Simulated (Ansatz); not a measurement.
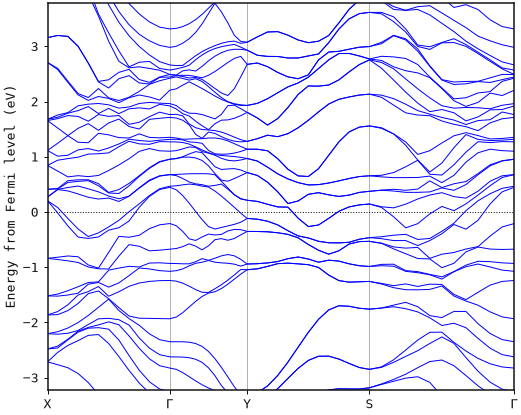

Write a caption that states what the plot shows.

Band structure of a (100) slab cut from Hf (P6_3/mmc), 8 atoms in the cell. Ansatz 0.2.0; DFT PBEsol, scalar-relativistic, plane waves, PAW, no spin polarisation, 11×7×1 k mesh, 420 eV cutoff, Gaussian smearing of 0.1 eV. Energies are counted from the Fermi level.

A metal: 4 bands cross the Fermi level along this path. Bands cross the Fermi level on every line of the path. At Y the nearest levels lie 0.12 eV below and 0.21 eV above the Fermi level.

Spin-orbit coupling is left out, which matters for Hf.
